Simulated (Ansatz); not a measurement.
# Sensitivity of the G0W0 gap of GaAs (F-43m)

A base run on GaAs (F-43m), then changed inputs.

Main program and level: Ansatz 0.2.0; G0W0 on PBE, plane waves, PAW; PAW set soft_1.

## Step 1: Set-up

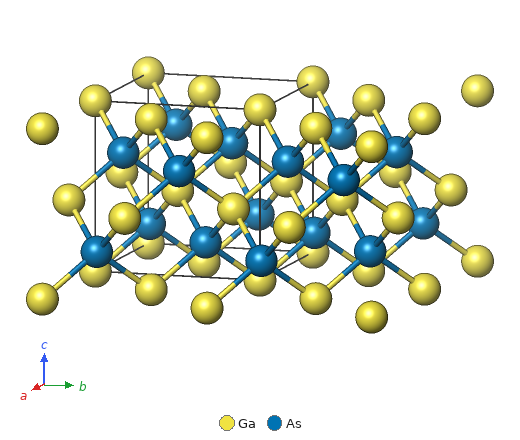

Start, viewed slightly off an axis; gallium yellow, arsenic blue. 2×2×1 cells are drawn. This picture shows the conventional cell, with its axes. Bonds to atoms that aren't drawn are left out. Some periodic images of atoms are drawn too.

The cell and positions come from the Crystallography Open Database and are kept as given unless a step says otherwise.

## Step 2: The base run: 4×4×4 mesh, 102 empty bands, screening to 100 eV, PAW set soft_1 files

Now the one-shot GW correction: screening in the RPA, then the self-energy of the levels asked for. This step takes PAW set soft_1 files.

The input, input.yaml:

```yaml
crystal:
  lattice:
    - [0.0, 2.82685, 2.82685]
    - [2.82685, 0.0, 2.82685]
    - [2.82685, 2.82685, 0.0]
  atoms:
    - { symbol: Ga, position: [0.0, 0.0, 0.0] }
    - { symbol: As, position: [0.25, 0.25, 0.25] }
kpoints:
  mp_grid: { grid: [4, 4, 4] }
hamiltonian:
  xc: pbe
  pseudopotentials: { kind: paw, azcp: { folder: soft_1 } }
scf:
  occupations: { method: fixed }
gw:
  n_empty_bands: 102
  ecut_chi: 100
  qp_bands: [v2, c2]
  qp_kpoints: band_edges
  screening: { model: contour_deformation }
```

The run is started by

```sh
$ ansatz run input.yaml --threads 3 --pin off --max-ram 92160MiB --backend cuda --events-out ev --progress --plain --runs-dir out --devices 1 --max-vram 13GiB
```

Numbers of over 12 decimals in the logs are rounded to 6 here.

Log:

```text
GPUs: using 1 of 1 available (devices: 1).
Engine: ansatz 0.2.0, x86_64-unknown-linux-gnu
Pseudopotentials: kind: paw
Pseudopotential: Ga, paw, valence charge 13, recommended cutoff 420 eV (normal), soft_1/Ga.paw.azcp
Pseudopotential: As, paw, valence charge 15, recommended cutoff 420 eV (normal), soft_1/As.paw.azcp
Functional definition: PBE
  parameter kappa = 0.804
  parameter beta = 0.066725
  exchange = pbe_x(kappa = kappa, mu = beta*pi^2/3)
  correlation = pbe_c(beta = beta)
device memory: the entry about to start is reckoned to put 0.8 GiB on a device that reports 43.4 GiB free (of which the cap on the GPU budget leaves the run 13.0 GiB)
GPU FFT provider: cuFFT
GPU libraries: cuBLAS 13.8.2, cuFFT 12.4.0, cuSOLVER 12.3.4
Crystal: 2 atoms, lattice volume = 45.179 Å³
Basis set: ecut = 420 eV, 893 PW (Γ)
Bands: 18, of which v1, the nominal top of the filled ones, is band 14 counted from 1 (13 counted from 0)
Symmetry: 24 space group operations
Space group: F-43m (ITA 216), of the structure as read, at distance tolerance 3.6e-5 Å
k-points: 8 of 64 (time reversal used)
Non-local potential: Ga, projectors of the file, l = 0: 2, l = 1: 2, l = 2: 3, l = 3: 1
Non-local potential: As, projectors of the file, l = 0: 2, l = 1: 2, l = 2: 3, l = 3: 1
PAW form: soft (Blöchl's): semilocal exchange-correlation on the pseudo side does not see the compensation charge
PAW one-centre angular grid: Ga, 590 points (default); XC on 64 Gauss nodes
PAW one-centre angular grid: As, 590 points (default); XC on 64 Gauss nodes
Initial density: superposition of atomic densities (chi_scale 0.1, normalization cell, long waves kept (reshape's long-wave potential 0.00 eV rms))
Initial wavefunctions: pseudopotential atomic-orbital guess
GPU buffer pool allocated for 19683 grid points (all kernels)
GPU transforms: local potential and band sums: pruned to the plane-wave sphere, on 25×27×27
Functional: x = pbe(κ = 0.804, μ = 0.219515), c = pbe(β = 0.066725)
SCF iter   1: F=—  HF=-8639.764876 eV  |F-HF|=—  |Δ(HF+E_count)|=         —  Δρ=4.60e-2  dr2=5.43e-1  ethr=3.10e-3  ⟨swp⟩=4.5  Hψ=622  notcnv=0  defer=10
preconditioner: auto → none  [insulator: Δε(μ)=0.521 eV  Ē_g=15.649 eV  n_scr=14 (ndim 8)  ℏωp=23.4 eV  f_vac=0.001  ε∞_Penn≈3.2]
SCF iter   2: F=—  HF=-8639.685823 eV  |F-HF|=—  |Δ(HF+E_count)|=   7.91e-2  Δρ=1.98e-2  dr2=9.93e-2  ethr=1.94e-3  ⟨swp⟩=2.0  Hψ=229  notcnv=0  defer=11
SCF iter   3: F=—  HF=-8639.679029 eV  |F-HF|=—  |Δ(HF+E_count)|=   6.79e-3  Δρ=5.60e-3  dr2=7.02e-3  ethr=3.55e-4  ⟨swp⟩=2.2  Hψ=243  notcnv=0  defer=10
SCF iter   4: F=—  HF=-8639.672949 eV  |F-HF|=—  |Δ(HF+E_count)|=   6.08e-3  Δρ=9.07e-4  dr2=1.52e-4  ethr=2.51e-5  ⟨swp⟩=2.5  Hψ=244  notcnv=0  defer=12
[...]
E_nonlocal   = -485.743421
  E_hartree    = 2134.173457
  E_xc         = -133.939773
  E_vxc        = -130.045653  (∫ρ·V_xc dr)
  E_paw        = -4005.725649  (= ΣΔE_a)
  E_vpaw       = -520.686171  (= ΣTr[D̂ρ^β])
  E_aug_tail   = -0.000239  (compensation charges beyond the density's cutoff)
  E_ewald      = -2698.727786
  E_smearing   = -0.000000  (= −TS)
  E_closure    = 0.000000  (closes the sum)
  Σ components = -8639.673071   (vs F -8639.673071, Δ=0.00e0)
--- Band table (eV; the first three rows and the last of 8) ---
  k-point 0: bands = [... 10 lower, -4.7569, 7.9723, 7.9723, 7.9723, 8.4793, 11.6785, 11.6785, 11.6785]
  k-point 1: bands = [... 10 lower, -4.0637, 3.8250, 7.2901, 7.2901, 9.4073, 12.5477, 12.5477, 13.9238]
  k-point 2: bands = [... 10 lower, -2.9882, 1.3203, 6.8251, 6.8251, 8.9575, 12.5878, 12.5878, 15.7167]
  k-point 7: bands = [... 10 lower, -2.1869, 1.3227, 4.4292, 4.6184, 12.5822, 12.6837, 13.3590, 14.0055]
--- G₀W₀: contour deformation, 7 samples at zero and on the imaginary axis and 2 off it, 64 q-points, 102 empty bands' worth ---
  eigenvalues of the whole cell's RPA ε∞ on this k-mesh (on a slab, of 1 + 4πα/V) = 140.2314, 140.2314, 140.2314; static W/v taken at q = 0 is 0.007131
  bands read: the sum over 116 bands ends inside a degenerate multiplet in 3 slots, whose members it reads at an even weight; the widest, k=0: bands 115 to 117 (counted from 1) at 2/3 each
  gw.qp_kpoints: band_edges: 5 of 8 stored k-points solved, in 1 pass; an edge of the gap read off the rows below is read off those points alone
    valence top: of the k-points left out ik 5 came nearest to being solved in a further pass, in band 14 (counted from 1, as in the quasiparticle table): it holds the edge there only if its correction is more favourable than any solved in that band by at least 1.226 eV; those differ by 0.096 eV
    conduction bottom: of the k-points left out ik 4 came nearest to being solved in a further pass, in band 15 (counted from 1, as in the quasiparticle table): it holds the edge there only if its correction is more favourable than any solved in that band by at least 1.118 eV; those differ by 0.561 eV
    ik  band        ε_KS         Σx   Σc(E_QP)       V_xc       Z   E_QP_lin       E_QP  E_QP is
     0    13      7.9723   -17.1616     1.4337   -15.3223  0.7576     7.5597     7.5666  root
     0    14      7.9723   -17.1616     1.4337   -15.3223  0.7576     7.5597     7.5666  root
     0    15      8.4793   -11.6241    -4.0129   -16.0509  0.7665     8.9004     8.8932  root
     0    16     11.6785    -7.7325    -4.3647   -12.1841  0.7528    11.7657    11.7654  root
     1    13      7.2901   -16.6131     1.5741   -14.6082  0.7533     6.8507     6.8592  root
     1    14      7.2901   -16.6131     1.5741   -14.6082  0.7533     6.8507     6.8592  root
     1    15      9.4073    -9.5859    -4.0152   -13.8137  0.7654     9.6215     9.6199  root
     1    16     12.5477    -7.8020    -4.5841   -12.4777  0.7507    12.6396    12.6393  root
[...]
6    13      5.2848   -15.7949     2.2809   -13.0122  0.7279     4.7647     4.7829  root
     6    14      5.2848   -15.7949     2.2809   -13.0122  0.7279     4.7647     4.7829  root
     6    15      9.4175    -6.7456    -3.8463   -10.4445  0.7756     9.2707     9.2701  root
     6    16      9.6179    -8.0198    -3.8772   -11.8818  0.7696     9.6027     9.6027  root
[key lines of the parts left out:]
SCF converged after 7 iterations
Free energy (F): -8639.673071 eV
Fermi energy:    7.972274 eV
```

Elapsed: 12 s, on 1 × NVIDIA H100 80GB HBM3 (shared by 6 runs) with 3 threads of AMD EPYC 7R13 (Zen 3), shared host; peak memory 1.1 GiB; 9.3 s of CPU time.

Numbers from this step:

```
bands summed                                 : 116
RPA ε∞ on this mesh (eigenvalues)            : 140.2, 140.2, 140.2
plane waves in the screening matrix          : 113
q-points in the mesh                         : 64
G0W0 gap on the mesh                         : 1.327 eV
k of the valence top                         : 0, 0, 0
k of the conduction bottom                   : 0, 0, 0
starting gap on the mesh                     : 0.5070 eV
Z at the valence top                         : 0.7576
Z at the conduction bottom                   : 0.7665
least direct G0W0 gap on the computed points : 1.327 eV
```

The gap on the mesh goes from 0.51 eV to 1.33 eV, a correction of +0.82 eV. Between the two edge states, bare exchange in place of the xc potential would open the gap by 6.27 eV, and correlation takes back 5.45 eV.

## Step 3: Variant: other PAW set

This step: G0W0 on PBE, plane waves, PAW.

input.yaml, as its differences from that of step 2:

```diff
@@ -12,3 +12,3 @@
   xc: pbe
-  pseudopotentials: { kind: paw, azcp: { folder: soft_1 } }
+  pseudopotentials: { kind: paw, source: jth }
 scf:
```

Log:

```text
Warning: <dir> the checks of this Ga dataset prove no rule for summing its radial tables, as where they were carried onto another mesh than they were made on, and Gregory's rule is taken, under which a leading mesh point left out moves its sums only by what lay on the interval it spanned. That does not make them correct, and they differ from Quantum ESPRESSO's on this file; a re-export a fraction of a mesh step off can move them. hamiltonian.pseudopotentials.radial_quadrature: simpson_from_first_knot sums it by `pw.x`'s rule; on a PAW file no value gives `pw.x`'s numbers. What more to know: hamiltonian.pseudopotentials.radial_quadrature, in the input reference
[...]
0    13      8.6516   -17.1690     1.4532   -15.3288  0.7566     8.2587     8.2646  root
     0    14      8.6516   -17.1690     1.4532   -15.3288  0.7566     8.2587     8.2646  root
     0    15      9.1496   -11.5935    -3.9197   -16.0195  0.7653     9.6676     9.6560  root
     0    16     12.3553    -7.7374    -4.3473   -12.1911  0.7521    12.4620    12.4617  root
     1    13      7.9696   -16.6158     1.5925   -14.6110  0.7523     7.5500     7.5572  root
     1    14      7.9696   -16.6158     1.5925   -14.6110  0.7523     7.5500     7.5572  root
     1    15     10.0813    -9.5789    -3.9570   -13.8076  0.7643    10.3557    10.3530  root
     1    16     13.2238    -7.8027    -4.5673   -12.4792  0.7506    13.3333    13.3330  root
[...]
6    13      5.9637   -15.7830     2.2945   -13.0017  0.7271     5.4623     5.4768  root
     6    14      5.9637   -15.7830     2.2945   -13.0017  0.7271     5.4623     5.4768  root
     6    15     10.0946    -6.7542    -3.8327   -10.4573  0.7744     9.9655     9.9650  root
     6    16     10.2946    -8.0418    -3.8496   -11.9073  0.7685    10.3105    10.3105  root
[key lines of the parts left out:]
SCF converged after 7 iterations
Free energy (F): -8635.979989 eV
Fermi energy:    8.651613 eV
```

Elapsed: 22 s, on 1 × NVIDIA H100 80GB HBM3 (shared by 6 runs) with 3 threads; peak memory 1.6 GiB.

The G0W0 gap on the mesh is 1.391 eV.

Against the base:

```tsv
setting	base	variant
files	PAW set soft_1	JTH PAW
```

```tsv
quantity	variant	base
starting gap on the mesh	0.498	0.507
G0W0 gap on the mesh	1.391	1.327
least direct G0W0 gap on the computed points	1.391	1.327
Z at the valence top	0.757	0.758
Z at the conduction bottom	0.765	0.766
```

## Step 4: Variant: static remainder

This step: G0W0 on PBE, plane waves, norm-conserving pseudopotentials.

input.yaml, the sections that differ from step 3:

```yaml
hamiltonian:
  xc: pbe
  pseudopotentials: { kind: nc }
gw:
  n_empty_bands: 47
  ecut_chi: 100
  qp_bands: [v2, c2]
  qp_kpoints: band_edges
  screening: { model: contour_deformation }
  static_remainder: true
# crystal, kpoints, scf: as in step 3
```

Log:

```text
Warning: gw takes pair_densities: pseudo, which can misplace gaps by tens of per cent, since gw.static_remainder lacks the terms of the atoms
GPUs: using 1 of 1 available (devices: 1).
[...]
GPU FFT provider: cuFFT
GPU libraries: cuBLAS 13.8.2, cuFFT 12.4.0, cuSOLVER 12.3.4
Crystal: 2 atoms, lattice volume = 45.179 Å³
Basis set: ecut = 1142.878222 eV, 3839 PW (Γ)
Bands: 18, of which v1, the nominal top of the filled ones, is band 14 counted from 1 (13 counted from 0)
[... 1 set-up line as in the run before ...]
[...]
k-points: 8 of 64 (time reversal used)
[...]
GPU buffer pool allocated for 91125 grid points (all kernels)
[...]
SCF iter   1: F=—  HF=-4967.742147 eV  |F-HF|=—  |Δ(HF+E_count)|=         —  Δρ=3.64e-2  dr2=4.54e-1  ethr=3.10e-3  ⟨swp⟩=5.0  Hψ=630  notcnv=0  defer=10
[...]
0    13      8.8475   -15.8647     1.7081   -13.3457  0.7589     7.9967     8.0366  root
     0    14      8.8475   -15.8647     1.7081   -13.3457  0.7589     7.9967     8.0366  root
     0    15      9.3501   -10.3103    -3.9341   -13.9139  0.7657     9.0222     9.0197  root
     0    16     12.5565    -6.8700    -4.1857   -10.8461  0.7539    12.3481    12.3468  root
     1    13      8.1658   -15.5761     1.8946   -12.8454  0.7542     7.2847     7.3296  root
     1    14      8.1658   -15.5761     1.8946   -12.8454  0.7542     7.2847     7.3296  root
     1    15     10.2814    -8.4964    -3.9233   -12.1328  0.7654     9.9966     9.9944  root
     1    16     13.4253    -6.7721    -4.4487   -11.0369  0.7514    13.2425    13.2415  root
[...]
6    13      6.1609   -15.2835     2.6858   -11.7220  0.7278     5.2263     5.2851  root
     6    14      6.1609   -15.2835     2.6858   -11.7220  0.7278     5.2263     5.2851  root
     6    15     10.2947    -5.6997    -3.8694    -9.3692  0.7766    10.0960    10.0948  root
     6    16     10.4937    -6.7286    -3.9426   -10.5175  0.7706    10.3407    10.3401  root
[key lines of the parts left out:]
SCF converged after 7 iterations
Free energy (F): -4967.661645 eV
Fermi energy:    8.847521 eV
```

Elapsed: 9.6 s, on 1 × NVIDIA H100 80GB HBM3 (shared by 6 runs) with 3 threads; peak memory 0.94 GiB.

Against the base:

```tsv
setting	base	variant
files	PAW set soft_1	norm-conserving
empty bands	102	47
static remainder	-	true
```

```tsv
quantity	variant	base
starting gap on the mesh	0.503	0.507
G0W0 gap on the mesh	0.983	1.327
least direct G0W0 gap on the computed points	0.983	1.327
Z at the valence top	0.759	0.758
Z at the conduction bottom	0.766	0.766
```

## Step 5: Variant: wider window of levels

This step: G0W0 on PBE, plane waves, PAW; PAW set soft_1.

input.yaml, the sections that differ from step 4:

```yaml
hamiltonian:
  xc: pbe
  pseudopotentials: { kind: paw, azcp: { folder: soft_1 } }
gw:
  n_empty_bands: 102
  ecut_chi: 100
  qp_bands: [v8, c4]
  qp_kpoints: [[0, 0, 0]]
  screening: { model: contour_deformation }
# crystal, kpoints, scf: as in step 4
```

Log:

```text
GPUs: using 1 of 1 available (devices: 1).
[...]
GPU FFT provider: cuFFT
GPU libraries: cuBLAS 13.8.2, cuFFT 12.4.0, cuSOLVER 12.3.4
Crystal: 2 atoms, lattice volume = 45.179 Å³
Basis set: ecut = 420 eV, 893 PW (Γ)
Bands: 18, of which v1, the nominal top of the filled ones, is band 14 counted from 1 (13 counted from 0)
[... 1 set-up line as in the run before ...]
[...]
k-points: 8 of 64 (time reversal used)
[...]
GPU buffer pool allocated for 19683 grid points (all kernels)
[...]
SCF iter   1: F=—  HF=-8639.764876 eV  |F-HF|=—  |Δ(HF+E_count)|=         —  Δρ=4.60e-2  dr2=5.43e-1  ethr=3.10e-3  ⟨swp⟩=4.5  Hψ=622  notcnv=0  defer=10
[...]
SCF iter   7: F=-8639.673071 eV  HF=-8639.673071 eV  |F-HF|=6.45e-8  |Δ(HF+E_count)|=   4.22e-7  Δρ=1.14e-5  dr2=4.49e-8  ethr=3.57e-10  ⟨swp⟩=4.0  Hψ=685  notcnv=0
SCF 1 converged in 7 iterations: F = -8639.673071 eV  dr2 = 4.49e-8
[...]
0     7     -6.8656   -56.5625    10.7125   -43.2071  0.6770    -9.6087    -9.5084  root ?
     0     8     -6.8656   -56.5625    10.7125   -43.2071  0.6770    -9.6087    -9.5084  root ?
     0     9     -6.7884   -56.9001    10.6942   -43.5446  0.6791    -9.5616    -9.4497  root ?
     0    10     -6.7884   -56.9001    10.6942   -43.5446  0.6791    -9.5616    -9.4497  root ?
     0    11     -4.7569   -20.9915     6.6695   -13.9998  0.6202    -5.0839    -5.0790  root
     0    12      7.9723   -17.1616     1.4337   -15.3223  0.7576     7.5597     7.5666  root
     0    13      7.9723   -17.1616     1.4337   -15.3223  0.7576     7.5597     7.5666  root
     0    14      7.9723   -17.1616     1.4337   -15.3223  0.7576     7.5597     7.5666  root
     0    15      8.4793   -11.6241    -4.0129   -16.0509  0.7665     8.9004     8.8932  root
     0    16     11.6785    -7.7325    -4.3647   -12.1841  0.7528    11.7657    11.7654  root
     0    17     11.6785    -7.7325    -4.3647   -12.1841  0.7528    11.7657    11.7654  root
     0    18     11.6785    -7.7325    -4.3647   -12.1841  0.7528    11.7657    11.7654  root
[key lines of the parts left out:]
SCF converged after 7 iterations
Free energy (F): -8639.673071 eV
Fermi energy:    7.972274 eV
```

The job ended after 7.3 s (1 × NVIDIA H100 80GB HBM3 (shared by 6 runs) with 3 threads; peak memory 1 GiB; 7.5 s of CPU time).

Absolute levels on the run's own zero. QP, by row:

```tsv
k index	band	KS (eV)	Sigma_x (eV)	Sigma_c (eV)	Vxc (eV)	Z	QP linearised (eV)	QP (eV)	source	doubts
0	7	-6.866	-56.56	10.71	-43.21	0.677	-9.609	-9.508	root	energies_apart
0	8	-6.866	-56.56	10.71	-43.21	0.677	-9.609	-9.508	root	energies_apart
0	9	-6.788	-56.9	10.69	-43.54	0.6791	-9.562	-9.45	root	energies_apart
0	10	-6.788	-56.9	10.69	-43.54	0.6791	-9.562	-9.45	root	energies_apart
0	11	-4.757	-20.99	6.67	-14	0.6202	-5.084	-5.079	root	
0	12	7.972	-17.16	1.434	-15.32	0.7576	7.56	7.567	root	
0	13	7.972	-17.16	1.434	-15.32	0.7576	7.56	7.567	root	
0	14	7.972	-17.16	1.434	-15.32	0.7576	7.56	7.567	root	
0	15	8.479	-11.62	-4.013	-16.05	0.7665	8.9	8.893	root	
0	16	11.68	-7.732	-4.365	-12.18	0.7528	11.77	11.77	root	
0	17	11.68	-7.732	-4.365	-12.18	0.7528	11.77	11.77	root	
0	18	11.68	-7.732	-4.365	-12.18	0.7528	11.77	11.77	root
```

Against the base:

```tsv
setting	base	variant
levels asked	v2 to c2	v8 to c4
points asked	band edges	[[0, 0, 0]]
```

## Step 6: Results

```
base                   : 1.33 eV, 12 s
other PAW set          : 1.39 eV, 22 s
static remainder       : 0.98 eV, 9.6 s
wider window of levels : direct gap at the listed points 1.33 eV, 7.3 s
```

What this shows: Other PAW set: the gap moves by +0.06 eV (the plane-wave cutoff goes from 420 to 3600 eV). Static remainder: the gap moves by −0.34 eV (the plane-wave cutoff goes from 420 to 1142.88 eV); such settings are too crude to quote. The variant differs from the base in files, empty bands and static remainder together, so the change can't be laid to one of them. This option needs pseudo pair densities, which the log warns can misplace gaps. Wider window of levels: only the listed points were computed; the least direct gap there is 1.33 eV, with levels asked and points asked changed against the base. All runs here use a coarse mesh and modest cutoffs; they test settings and are not final values. The 4×4×4 mesh is coarse for this cell (its supercell is 16 Å along the shortest edge). The RPA ε∞ on it, from the PBE start, is 140.23; such meshes misread the long-range screening, most where the gap is narrow. On this mesh the RPA ε∞ passes 90, more than nearly any semiconductor shows; a coarse mesh does this where one point with a narrow direct gap carries much weight. The screening is then too strong, and the G0W0 gap should not be taken as the material's. The many-body steps are scalar-relativistic: spin-orbit coupling is not in them.

[Paths, hosts, dates, memory and timing lines, banners, echoed tables and standing remarks are left out of the program output.]

[Logs are printed without paths, hosts, clocks, repeated set-up lines and the standing remarks that a program may print on its own settings, such as how far it seeks lower states.]

[Runs of the session that timed out or met a known fault of the program may be left out.]

[Cells called generated may have been cut or substituted from an entry of the Crystallography Open Database or the Materials Project.]

[Hosts, paths, dates, database ids (printed as entryN), source tags and the programs' standing remarks are cut or masked in the printed files.]
